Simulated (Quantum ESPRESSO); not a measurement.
## GaN: 7 runs along one coordinate

System: GaN (P6₃mc, 4 atoms in the cell).
Method: Kohn-Sham DFT of a periodic cell, LDA, GBRV 1.5 LDA, no spin polarisation (Quantum ESPRESSO 7.5).

The 7 runs differ only in the geometry, by an even scaling of the cell at fixed fractional positions. The structure derives from an entry of the Crystallography Open Database.

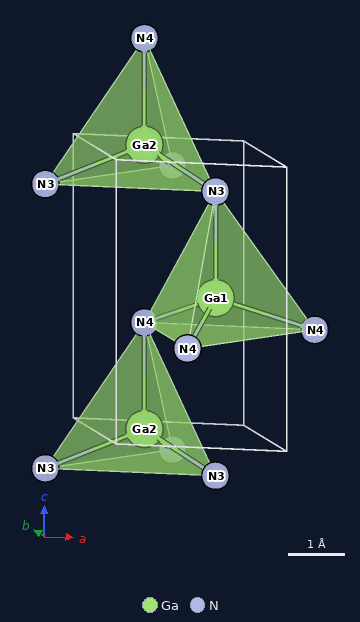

Figure 1. The structure of run 4 (polyhedral view of the cell of the calculation, seen slightly off an axis; polyhedra are completed across the faces of the cell; atoms are numbered from 1 in the order of the input).

## Input of run 4
```
&CONTROL
  calculation = 'scf'
  prefix = 'pwscf'
  outdir = './tmp'
  pseudo_dir = './pseudo'
  tprnfor = .true.
  tstress = .true.
  disk_io = 'nowf'
/
&SYSTEM
  ibrav = 0
  nat = 4
  ntyp = 2
  ecutwfc = 45
  ecutrho = 360
  nbnd = 33
  occupations = 'smearing'
  smearing = 'fd'
  degauss = 0.00367493
/
&ELECTRONS
  conv_thr = 8d-10
  electron_maxstep = 120
  mixing_beta = 0.5
/
ATOMIC_SPECIES
Ga    69.7230 ga_lda_v1.4.uspp.F.UPF
N     14.0070 n_lda_v1.2.uspp.F.UPF
CELL_PARAMETERS angstrom
   3.1800000000    0.0000000000    0.0000000000
  -1.5900000000    2.7539607840    0.0000000000
   0.0000000000    0.0000000000    5.1660000000
ATOMIC_POSITIONS crystal
Ga     0.6666666667    0.3333333333    0.5000000000
Ga     0.3333333333    0.6666666667    0.0000000000
N      0.6666666667    0.3333333333    0.8750000000
N      0.3333333333    0.6666666667    0.3750000000
K_POINTS automatic
10 10 5 0 0 0
```

Command:
```bash
OMP_NUM_THREADS=1 pw.x -in pw.in > pw.out
```

Run 6 differs from it as follows:
```diff
-   3.1800000000    0.0000000000    0.0000000000
-  -1.5900000000    2.7539607840    0.0000000000
-   0.0000000000    0.0000000000    5.1660000000
+   3.2218469041    0.0000000000    0.0000000000
+  -1.6109234521    2.7902012661    0.0000000000
+   0.0000000000    0.0000000000    5.2339814801
```

## Results, with one run withheld

```tsv
run	volume per atom (Å³)	free energy per atom, from the lowest run given (meV)	pressure (GPa)	gap on the mesh (eV)
1	10.632	13.88	8.81	2.40
2	10.858	3.65	3.94	2.26
3	11.084	0.00	−0.42	2.12
4	11.310	2.19	−4.33	1.98
5	11.537	9.62	−7.84	1.85
6	11.763	?	?	?
7	11.989	38.17	−13.79	1.59
```

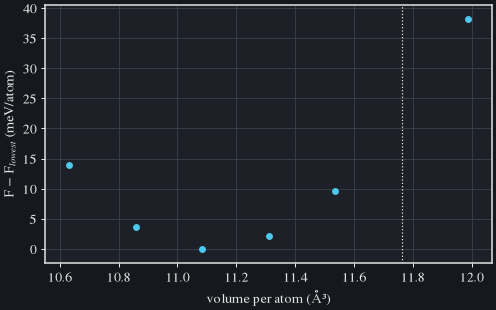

Figure 2. Free energy per atom of the runs given; the dotted line marks run 6.

What should run 6 give?

A cubic polynomial in V^(−2/3) (the Birch–Murnaghan form), fitted to the 6 runs given, misses them by at most 0.02 meV per atom. With x = V^(−2/3) − 0.19952 Å⁻², it reads F = 0.65029 − 1037.5 x + 3.8781e+05 x² + 3.5023e+05 x³ (meV per atom). At run 6 it gives 21.79 meV per atom, and the run itself gives 21.83. The slope of the fit gives a pressure −dF/dV of −10.17 GPa there, and the run prints −10.98 GPa. The two needn't agree exactly: the fit is approximate, and the printed stress is taken on a finite basis. The fit has its minimum at 11.109 Å³ per atom, where V d²F/dV² gives 201 GPa. Cell shape and fractional positions are held, so this is the stiffness under even scaling; the relaxed bulk modulus wasn't computed. The gap on the mesh goes, without turning, from 2.40 eV in run 1 to 1.59 eV in run 7; run 6 has 1.72 eV. These are gaps of this functional on this mesh, which can miss the band edges; they aren't the measured gap.

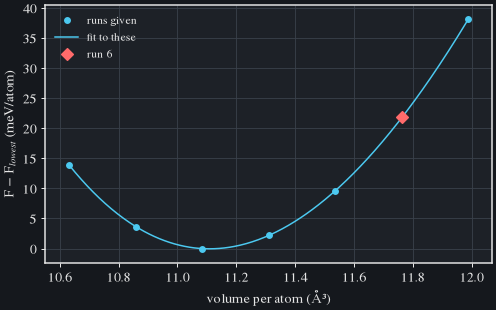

Figure 3. The fit and the withheld run.

## Some lines of the output (run 6)
```
[...]
     total energy              =    -865.19350901 Ry
     total energy              =    -869.98294900 Ry
     total energy              =    -870.42488739 Ry
     total energy              =    -870.41093135 Ry
     total energy              =    -870.42414650 Ry
     total energy              =    -870.42548692 Ry
     total energy              =    -870.42554192 Ry
     total energy              =    -870.42554277 Ry
     total energy              =    -870.42554296 Ry
     the Fermi energy is    10.9429 ev
!    total energy              =    -870.42554296 Ry
     The total energy is F=E-TS. E is the sum of the following terms:
     Computing stress (Cartesian axis) and pressure
          total   stress  (Ry/bohr**3)                   (kbar)     P=     -109.79
```
